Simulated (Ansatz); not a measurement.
**Two runs on Al$_{3}$Cu$_{2}$**

System: Al$_{3}$Cu$_{2}$ (5 atoms in the cell).
Method of run A: DFT PBEsol, scalar-relativistic, plane waves, PAW, no spin polarisation (Ansatz 0.2.0).

The structure derives from a Materials Project entry. Text and figures count atoms from 1; the logs count them from 0 in places.

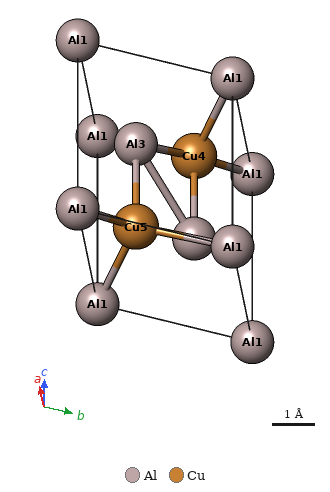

Fig. 1: The input geometry (ball-and-stick view of the cell of the calculation, seen at an oblique angle; atoms are numbered from 1 in the order of the input).

**The input, run A**
```yaml
crystal:
  lattice:
    - [4.0985855939, 0.0, 0.0]
    - [-2.0492927969, 3.5494792439, 0.0]
    - [0.0, 0.0, 4.9821008502]
  atoms:
    - { symbol: Al, position: [0.0, 0.0, 0.0] }
    - { symbol: Al, position: [0.3333333333, 0.6666666667, 0.3515059866] }
    - { symbol: Al, position: [0.6666666667, 0.3333333333, 0.6484940134] }
    - { symbol: Cu, position: [0.3333333333, 0.6666666667, 0.8422899902] }
    - { symbol: Cu, position: [0.6666666667, 0.3333333333, 0.1577100098] }
basis:
  ecutwfc: 420
kpoints:
  mp_grid: { grid: [12, 12, 8] }
hamiltonian:
  xc: pbesol
scf:
  occupations: { method: gaussian, width: 0.1 }
output:
  forces: true
  stress: true
  eigenvalues: true
```

Command:
```bash
ansatz run input.yaml --threads 1 --pin off --max-ram 2560MiB --backend cpu --events-out ev --progress --plain --runs-dir out
```

Hardware: 1 thread of Arm Neoverse N1, 24 GiB of memory available, shared host.

**Output, shortened to warnings, some set-up lines, iterations and results (run A)**
```
Basis set: ecut = 420 eV, 1397 PW (Γ), exchange–correlation on 60×60×72 points (8 copies of the dense FFT grid, shifted against one another)
Symmetry: 12 space group operations
k-points: 131 of 1152
Initial density: superposition of atomic densities (neutral atoms: chi_scale 0, normalization atom), corrected by the library's trained network
[...]
SCF iter   1: F=—  HF=-14752.053705 eV  |F-HF|=—  |Δ(HF+E_count)|=         —  Δρ=1.15e-2  dr2=5.95e-2  ethr=1.77e-3  ⟨swp⟩=6.3  Hψ=16955  notcnv=0
SCF iter   2: F=—  HF=-14752.043186 eV  |F-HF|=—  |Δ(HF+E_count)|=   1.05e-2  Δρ=1.56e-3  dr2=3.03e-3  ethr=1.27e-4  ⟨swp⟩=2.0  Hψ=7002  notcnv=0  defer=111
SCF iter   3: F=—  HF=-14752.042314 eV  |F-HF|=—  |Δ(HF+E_count)|=   8.72e-4  Δρ=1.55e-3  dr2=2.62e-3  ethr=6.45e-6  ⟨swp⟩=2.0  Hψ=4937  notcnv=0  defer=111
SCF iter   4: F=—  HF=-14752.041808 eV  |F-HF|=—  |Δ(HF+E_count)|=   5.07e-4  Δρ=6.28e-4  dr2=5.94e-4  ethr=5.58e-6  ⟨swp⟩=1.0  Hψ=3663  notcnv=0  defer=111
SCF iter   5: F=—  HF=-14752.041674 eV  |F-HF|=—  |Δ(HF+E_count)|=   1.33e-4  Δρ=1.53e-4  dr2=3.74e-5  ethr=1.26e-6  ⟨swp⟩=2.0  Hψ=4609  notcnv=0  defer=111
SCF iter   6: F=—  HF=-14752.041657 eV  |F-HF|=—  |Δ(HF+E_count)|=   1.75e-5  Δρ=4.21e-5  dr2=2.04e-6  ethr=7.97e-8  ⟨swp⟩=2.3  Hψ=5437  notcnv=0  defer=111
SCF iter   7: F=-14752.041657 eV  HF=-14752.041657 eV  |F-HF|=2.02e-8  |Δ(HF+E_count)|=   2.09e-7  Δρ=1.02e-5  dr2=6.85e-8  ethr=2.13e-10  ⟨swp⟩=6.6  Hψ=18430  notcnv=0
SCF 1 converged in 7 iterations: F = -14752.041657 eV  dr2 = 6.85e-8
SCF converged after 7 iterations
Free energy (F): -14752.041657 eV
Harris-Foulkes:  -14752.041657 eV  (|F-HF|=2.02e-8)
Internal energy: -14752.034793 eV  (E = F + TS)
E sigma→0 (E₀):  -14752.038225 eV
Entropy (-TS):   -0.006864 eV (-1.373 meV/atom)
Fermi energy:    11.267096 eV
--- Per-component energies (eV) ---
  E_band       = -932.192808
  E_kinetic    = 672.040544
  E_local      = -11633.525085  (includes V_loc(G=0)·N_el)
  E_nonlocal   = 803.083057
  E_hartree    = 5221.276957
  E_xc         = -299.330640
  E_vxc        = -322.393394  (∫ρ·V_xc dr)
  E_paw        = -4608.240886  (= ΣΔE_a)
  E_vpaw       = -893.958457  (= ΣTr[D̂ρ^β])
  E_aug_tail   = 0.000504  (compensation charges beyond the density's cutoff)
  E_ewald      = -4907.809065
  E_core_change = 0.469821  (= ΣΔE_core)
  E_smearing   = -0.006864  (= −TS)
  E_closure    = 0.000000  (closes the sum)
  Σ components = -14752.041657   (vs F -14752.041657, Δ=0.00e0)
--- Forces (eV/Å), atoms counted from 1 ---
  atom   1  Al    -0.00000000     0.00000000     0.00000000
  atom   2  Al    -0.00000000    -0.00000000    -0.00252267
  atom   3  Al     0.00000000     0.00000000     0.00252267
  atom   4  Cu    -0.00000000    -0.00000000     0.00029856
  atom   5  Cu     0.00000000     0.00000000    -0.00029856
  max |Σ_I F_I| component: 3.47e-18 eV/Å
--- Stress (GPa, compression-positive) ---
       -0.021233       0.000000      -0.000000
        0.000000      -0.021233       0.000000
       -0.000000       0.000000      -0.039429
  P = ⅓ Tr σ = -0.0273 GPa (-0.273 kbar)
```

For run B the input was changed thus:
```diff
-    - [4.0985855939, 0.0, 0.0]
-    - [-2.0492927969, 3.5494792439, 0.0]
-    - [0.0, 0.0, 4.9821008502]
+    - [4.0919516368, 0.0, 0.0]
+    - [-2.0459758184, 3.5437340685, 0.0]
+    - [0.0, 0.0, 4.9927787]
-    - { symbol: Al, position: [0.3333333333, 0.6666666667, 0.3515059866] }
-    - { symbol: Al, position: [0.6666666667, 0.3333333333, 0.6484940134] }
-    - { symbol: Cu, position: [0.3333333333, 0.6666666667, 0.8422899902] }
-    - { symbol: Cu, position: [0.6666666667, 0.3333333333, 0.1577100098] }
+    - { symbol: Al, position: [0.33333333, 0.66666667, 0.34992535] }
+    - { symbol: Al, position: [0.66666667, 0.33333333, 0.65007465] }
+    - { symbol: Cu, position: [0.33333333, 0.66666667, 0.83951213] }
+    - { symbol: Cu, position: [0.66666667, 0.33333333, 0.16048787] }
-  mp_grid: { grid: [12, 12, 8] }
+  mp_grid: { grid: [6, 6, 4] }
```

What does this change do to the results?

With the same functional and potentials, run B lies 4.6 meV per atom higher (other lines of the input change too). The pressure goes from −0.03 to 0.14 GPa. The largest force goes from 0.003 to 0.074 eV/Å. The number of SCF iterations is the same. The irreducible k-points go from 131 to 24. On the same kind of shared host run B took about 0.22 times as long.

**Output, shortened to warnings, some set-up lines, iterations and results (run B)**
```
Basis set: ecut = 420 eV, 1397 PW (Γ), exchange–correlation on 60×60×72 points (8 copies of the dense FFT grid, shifted against one another)
Symmetry: 12 space group operations
k-points: 24 of 144
Initial density: superposition of atomic densities (neutral atoms: chi_scale 0, normalization atom), corrected by the library's trained network
[...]
SCF iter   1: F=—  HF=-14752.031035 eV  |F-HF|=—  |Δ(HF+E_count)|=         —  Δρ=1.19e-2  dr2=6.18e-2  ethr=1.77e-3  ⟨swp⟩=6.2  Hψ=3112  notcnv=0
SCF iter   2: F=—  HF=-14752.020039 eV  |F-HF|=—  |Δ(HF+E_count)|=   1.10e-2  Δρ=1.42e-3  dr2=2.12e-3  ethr=1.31e-4  ⟨swp⟩=2.0  Hψ=1277  notcnv=0  defer=21
SCF iter   3: F=—  HF=-14752.019241 eV  |F-HF|=—  |Δ(HF+E_count)|=   7.99e-4  Δρ=1.48e-3  dr2=2.03e-3  ethr=4.52e-6  ⟨swp⟩=2.0  Hψ=941  notcnv=0  defer=21
SCF iter   4: F=—  HF=-14752.018875 eV  |F-HF|=—  |Δ(HF+E_count)|=   3.66e-4  Δρ=6.68e-4  dr2=5.11e-4  ethr=4.31e-6  ⟨swp⟩=1.0  Hψ=670  notcnv=0  defer=21
SCF iter   5: F=—  HF=-14752.018777 eV  |F-HF|=—  |Δ(HF+E_count)|=   9.84e-5  Δρ=1.86e-4  dr2=4.49e-5  ethr=1.09e-6  ⟨swp⟩=1.8  Hψ=783  notcnv=0  defer=21
SCF iter   6: F=—  HF=-14752.018747 eV  |F-HF|=—  |Δ(HF+E_count)|=   2.97e-5  Δρ=4.21e-5  dr2=2.55e-6  ethr=9.56e-8  ⟨swp⟩=2.2  Hψ=992  notcnv=0  defer=21
SCF iter   7: F=-14752.018746 eV  HF=-14752.018746 eV  |F-HF|=3.95e-8  |Δ(HF+E_count)|=   5.05e-7  Δρ=9.30e-6  dr2=7.04e-8  ethr=2.13e-10  ⟨swp⟩=6.5  Hψ=3400  notcnv=0
SCF 1 converged in 7 iterations: F = -14752.018746 eV  dr2 = 7.04e-8
SCF converged after 7 iterations
Free energy (F): -14752.018746 eV
Harris-Foulkes:  -14752.018746 eV  (|F-HF|=3.95e-8)
Internal energy: -14752.007541 eV  (E = F + TS)
E sigma→0 (E₀):  -14752.013143 eV
Entropy (-TS):   -0.011206 eV (-2.241 meV/atom)
Fermi energy:    11.232207 eV
--- Per-component energies (eV) ---
  E_band       = -931.799025
  E_kinetic    = 672.176398
  E_local      = -11608.778937  (includes V_loc(G=0)·N_el)
  E_nonlocal   = 802.916583
  E_hartree    = 5209.029597
  E_xc         = -299.392890
  E_vxc        = -322.475223  (∫ρ·V_xc dr)
  E_paw        = -4608.110298  (= ΣΔE_a)
  E_vpaw       = -893.708358  (= ΣTr[D̂ρ^β])
  E_aug_tail   = 0.000493  (compensation charges beyond the density's cutoff)
  E_ewald      = -4920.318308
  E_core_change = 0.469821  (= ΣΔE_core)
  E_smearing   = -0.011206  (= −TS)
  E_closure    = -0.000000  (closes the sum)
  Σ components = -14752.018746   (vs F -14752.018746, Δ=0.00e0)
--- Forces (eV/Å), atoms counted from 1 ---
  atom   1  Al     0.00000000     0.00000000     0.00000000
  atom   2  Al     0.00000000    -0.00000000    -0.01860092
  atom   3  Al     0.00000000     0.00000000     0.01860092
  atom   4  Cu     0.00000000    -0.00000000     0.07380375
  atom   5  Cu    -0.00000000     0.00000000    -0.07380375
  max |Σ_I F_I| component: 9.25e-18 eV/Å
--- Stress (GPa, compression-positive) ---
       -0.277905       0.000000      -0.000000
        0.000000      -0.277905       0.000000
       -0.000000      -0.000000       0.989959
  P = ⅓ Tr σ = 0.1447 GPa (1.447 kbar)
```

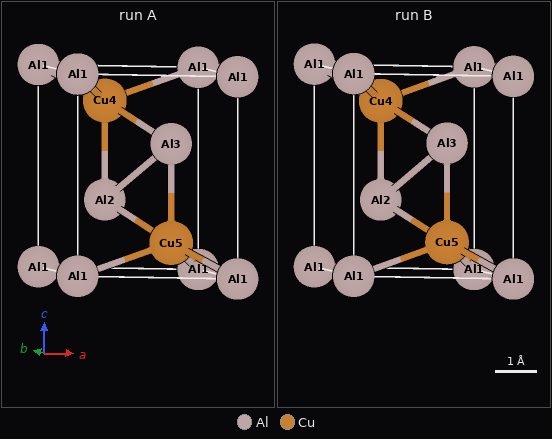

Fig. 2: The two input geometries at one scale (ball-and-stick view of the cell of the calculation, seen at an oblique angle). The largest moves relative to the cell, 0.014 Å, are those of Cu4 and Cu5. By element the largest moves are Cu 0.014 Å, Al 0.008 Å. (The mean shift of all atoms is removed.) The volume changes by −0.1 %, with a = b 4.099 → 4.092 Å (−0.2 %), c 4.982 → 4.993 Å (+0.2 %). Among the contacts that change: Al2–Cu4 2.537 → 2.548 Å, Al2–Cu5 2.556 → 2.545 Å, Al2–Al3 2.791 → 2.798 Å.

**The two runs side by side**

```csv
quantity,run A,run B
outcome,converged,converged
free energy per atom (eV),−2950.4083,−2950.4037
"energy per atom, smearing taken to zero (eV)",−2950.4076,−2950.4026
gap on the mesh (eV),0.00,0.00
pressure (GPa),−0.03,0.14
volume per atom (Å³),14.50,14.48
largest force (eV/Å),0.003,0.074
SCF iterations,7,7
irreducible k-points,131,24
plane waves at Γ,1397,1397
wall time (shared host),23 s,5 s
```
